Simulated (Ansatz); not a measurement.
**Run report: Ru, single-point calculation**

Ru (P-1, 2 atoms in the cell), computed with DFT PBEsol, scalar-relativistic, plane waves, PAW, no spin polarisation (Ansatz 0.2.0).

The structure derives from an entry of the Crystallography Open Database. It belongs to a series of runs on one base structure; here: atom 1 moved 0.15 A. Figures and captions count atoms from 1; the log counts them from 0 in places.

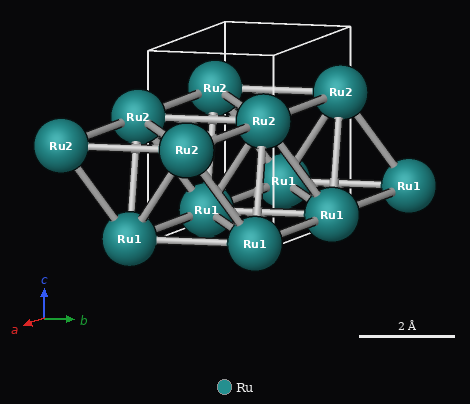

*The structure as given in the input (ball-and-stick view of the cell of the calculation, repeated 3 × 2 × 1, seen at an oblique angle; atoms are numbered from 1 in the order of the input).*

Near neighbours in the crystal (not all of them lie inside the picture): Ru has 12 Ru at 2.51 to 2.77 Å.

### Key numbers

| quantity | value |
| --- | --- |
| outcome | converged |
| space group (tolerance 0.01 Å) | P-1 (2) |
| electrons treated | 32 |
| free energy | −11632.9158 eV |
| Fermi energy | 23.975 eV |
| gap on the k-point mesh | none (metallic) |
| pressure | 2.36 GPa |
| largest force (length of the vector) | 1.575 eV/Å |
| hardware | 1 thread of Oxide Virtual Turin-like (Zen 5), 32 GiB of memory available, shared host |
| wall time | 13 s |
| peak memory | 0.54 GiB |

### Input file
```yaml
crystal:
  lattice:
    - [2.6895239998, 0.0, 0.0]
    - [-1.3447619999, 2.3291961079, 0.0]
    - [0.0, 0.0, 4.2519209521]
  atoms:
    - { symbol: Ru, position: [0.3578773476, 0.6850920249, 0.2392661783] }
    - { symbol: Ru, position: [0.6421226524, 0.3149079751, 0.7607338217] }
basis:
  ecutwfc: 420
kpoints:
  mp_grid: { grid: [12, 12, 8] }
hamiltonian:
  xc: pbesol
scf:
  occupations: { method: gaussian, width: 0.15 }
output:
  forces: true
  stress: true
  eigenvalues: true
  write_density: true
  write_potential: true
  elf: true
  volumetric_format: npy
```

Command:
```bash
ansatz run input.yaml --threads 1 --pin off --max-ram 2560MiB --backend cpu --events-out ev --progress --plain --runs-dir out
```

### Log
```
Engine: ansatz 0.2.0, x86_64-unknown-linux-gnu
Pseudopotentials: kind: paw
Pseudopotential: Ru, paw, valence charge 16, recommended cutoff 420 eV (normal), Ru.paw.azcp
Functional definition: PBEsol
  exchange = pbesol_x
  correlation = pbesol_c
Crystal: 2 atoms, lattice volume = 26.636 Å³
Basis set: ecut = 420 eV, 537 PW (Γ), exchange–correlation on 36×36×60 points (8 copies of the dense FFT grid, shifted against one another)
Bands: 20, of which v1, the nominal top of the filled ones, is band 16 counted from 1 (15 counted from 0)
Symmetry: 2 space group operations
Space group: P-1 (ITA 2), of the structure as read, at distance tolerance 3.0e-5 Å
k-points: 580 of 1152
Non-local potential: Ru, projectors of the file, l = 0: 3, l = 1: 2, l = 2: 2, l = 3: 1
PAW form: soft (Blöchl's): semilocal exchange-correlation on the pseudo side does not see the compensation charge
PAW frozen core: Ru, regenerated for the run's functional, and the local potential with it (the file was generated under x = pbe(κ = 0.804, μ = 0.2195149727645171), c = pbe(β = 0.06672455060314922))
PAW one-centre angular grid: Ru, 590 points (default); XC on 64 Gauss nodes
Initial density: superposition of atomic densities (neutral atoms: chi_scale 0, normalization atom), corrected by the library's trained network
Initial wavefunctions: pseudopotential atomic-orbital guess
Functional: x = pbesol(κ = 0.804, μ = 0.12345679012345678), c = pbesol(β = 0.046)
SCF iter   1: F=—  HF=-11632.919897 eV  |F-HF|=—  |Δ(HF+E_count)|=         —  Δρ=1.09e-2  dr2=1.95e-2  ethr=1.77e-3  ⟨swp⟩=5.0  Hψ=45439  notcnv=0
preconditioner: auto → none  [metal: Δε(μ)=0.002 eV  Ē_g=6.039 eV  σ=0.150 eV  W_gap=0.01  n_scr=8 (ndim 8)  ℏωp=28.8 eV  f_vac=0.000  D(μ)=1.50/eV (n_scr^D=22)  sad-step TF]
SCF iter   2: F=—  HF=-11632.916654 eV  |F-HF|=—  |Δ(HF+E_count)|=   3.24e-3  Δρ=5.64e-3  dr2=4.87e-3  ethr=6.10e-5  ⟨swp⟩=2.6  Hψ=20693  notcnv=0
SCF iter   3: F=—  HF=-11632.915742 eV  |F-HF|=—  |Δ(HF+E_count)|=   9.12e-4  Δρ=3.93e-4  dr2=1.84e-5  ethr=1.52e-5  ⟨swp⟩=2.0  Hψ=16169  notcnv=0
SCF iter   4: F=—  HF=-11632.915779 eV  |F-HF|=—  |Δ(HF+E_count)|=   3.74e-5  Δρ=2.30e-4  dr2=3.73e-5  ethr=5.74e-8  ⟨swp⟩=2.0  Hψ=20951  notcnv=0
SCF iter   5: F=—  HF=-11632.915770 eV  |F-HF|=—  |Δ(HF+E_count)|=   9.21e-6  Δρ=6.74e-5  dr2=2.23e-6  ethr=5.74e-8  ⟨swp⟩=2.0  Hψ=16555  notcnv=0
SCF iter   6: F=-11632.915769 eV  HF=-11632.915769 eV  |F-HF|=8.31e-9  |Δ(HF+E_count)|=   6.05e-7  Δρ=9.30e-6  dr2=1.35e-8  ethr=3.13e-10  ⟨swp⟩=6.8  Hψ=77735  notcnv=0
SCF 1 converged in 6 iterations: F = -11632.915769 eV  dr2 = 1.35e-8
  greatest PAW one-centre occupation: 0.998 electrons in one spin orbital (limit 2), on the Ru atom at site 1 (counted from 0), in its partial waves of l = 0
```

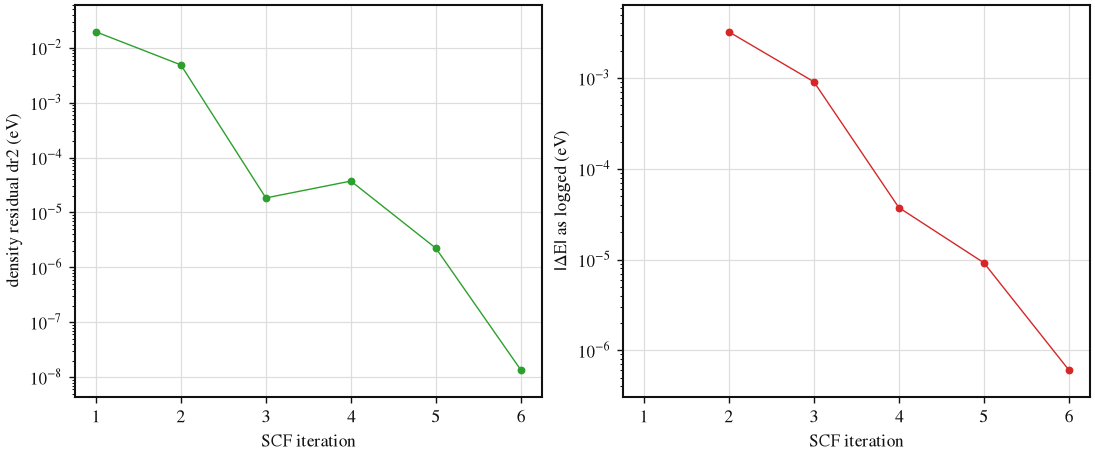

*Convergence of the self-consistent field: density residual dr2 and size of the energy change against the SCF iteration.*

The residual comes down, with one marked jump up, by a factor of about 2, at step 4.

```
SCF converged after 6 iterations
Free energy (F): -11632.915769 eV
Harris-Foulkes:  -11632.915769 eV  (|F-HF|=8.31e-9)
Internal energy: -11632.898724 eV  (E = F + TS)
E sigma→0 (E₀):  -11632.907246 eV
Entropy (-TS):   -0.017045 eV (-8.523 meV/atom)
Fermi energy:    23.975358 eV
--- Per-component energies (eV) ---
  E_band       = -94.161024
  E_kinetic    = 1030.118314
  E_local      = -2490.675240  (includes V_loc(G=0)·N_el)
  E_nonlocal   = 689.597374
  E_hartree    = 800.065648
  E_xc         = -379.790999
  E_vxc        = -478.485436  (∫ρ·V_xc dr)
  E_paw        = -6798.911743  (= ΣΔE_a)
  E_vpaw       = -444.846316  (= ΣTr[D̂ρ^β])
  E_aug_tail   = -0.000405  (compensation charges beyond the density's cutoff)
  E_ewald      = -4483.808264
  E_core_change = 0.506592  (= ΣΔE_core)
  E_smearing   = -0.017045  (= −TS)
  E_closure    = -0.000000  (closes the sum)
  Σ components = -11632.915769   (vs F -11632.915769, Δ=0.00e0)
--- Forces (eV/Å), atoms counted from 1 ---
  atom   1  Ru    -0.66136332    -0.65670018     1.26947004
  atom   2  Ru     0.66136332     0.65670018    -1.26947004
  max |Σ_I F_I| component: 0.00e0 eV/Å
--- Stress (GPa, compression-positive) ---
       -0.492492      -1.713010      -1.071804
       -1.713010       2.935127      -1.357857
       -1.071803      -1.357856       4.627130
  P = ⅓ Tr σ = 2.3566 GPa (23.566 kbar)
--- Band table (eV; the first three rows and the last of 580) ---
  k-point 0: bands = ["-49.1720", "-48.9310", "-19.7408", "-18.7556", "-18.6770", "-18.5474", "-18.5045", "-18.4637", "15.7739", "17.5117", "21.1367", "21.2300", "21.3236", "21.8102", "21.9533", "22.3858", "22.9747", "24.7545", "25.2708", "25.6180"]
  k-point 1: bands = ["-49.1640", "-48.9393", "-19.6972", "-18.7475", "-18.6735", "-18.5522", "-18.5156", "-18.5077", "15.9519", "17.5706", "21.0419", "21.1460", "21.2303", "21.7737", "21.8951", "22.5235", "23.1793", "24.6944", "24.8176", "25.5676"]
  k-point 2: bands = ["-49.1417", "-48.9623", "-19.5736", "-18.7266", "-18.6751", "-18.6321", "-18.5621", "-18.5359", "16.4509", "17.7173", "20.9330", "20.9643", "21.0665", "21.5232", "21.6867", "23.0036", "23.4045", "23.6768", "24.9147", "25.3796"]
  k-point 579: bands = ["-48.9479", "-48.9245", "-19.6462", "-19.6211", "-18.8860", "-18.8024", "-18.7671", "-18.7047", "17.5755", "17.7287", "18.9394", "19.4695", "22.5337", "23.2787", "24.4525", "24.6124", "25.6023", "25.7518", "27.0198", "27.5650"]
```

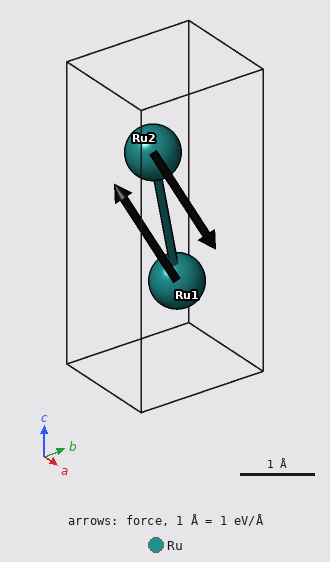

*Forces on the atoms as black arrows (ball-and-stick view of the cell of the calculation, seen slightly off an axis; atoms are numbered from 1 in the order of the input).*

The largest act on Ru1, Ru2 (1.57 eV/Å). The geometry is not a stationary point of this energy.

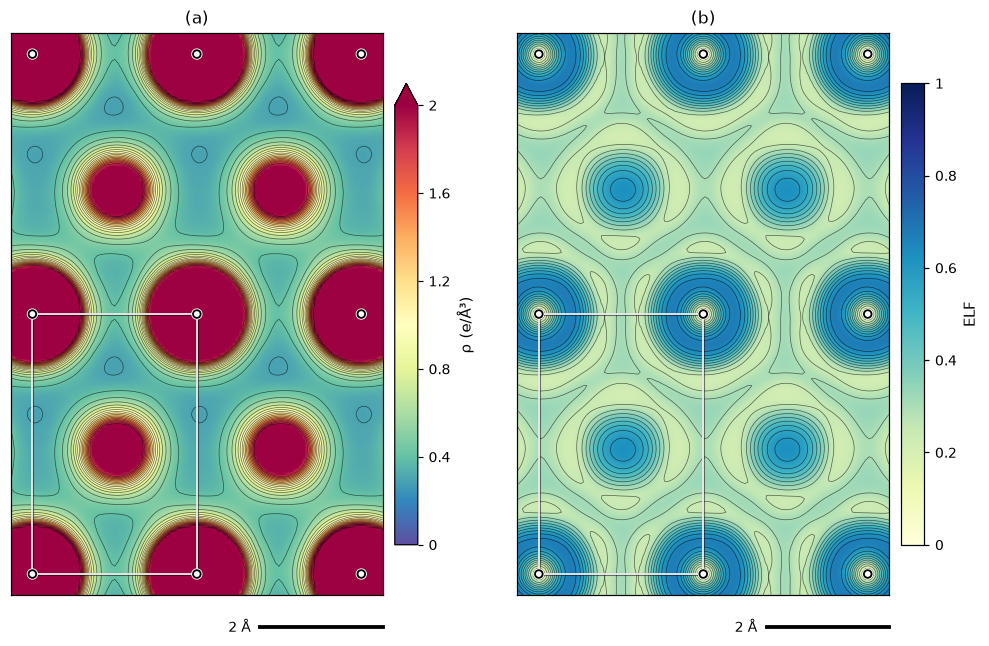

*(a) valence pseudo-density; (b) ELF on the (100) plane of the conventional cell. Circles mark the nuclei in the plane (Ru).*

The section cuts through Ru sites. Ru–Ru (2.69 Å): ρ is about 0.4 e/Å³ halfway; the ELF is about 0.30 at the midpoint; no shared electron pair. Away from the nuclei the density in this plane falls to 0.29 e/Å³ at its lowest. The strong features right at Ru lie inside the PAW spheres (semicore, d or f shells) and say nothing about bonding. In a PAW calculation such maps are meaningful between the atoms, not at the nuclei.
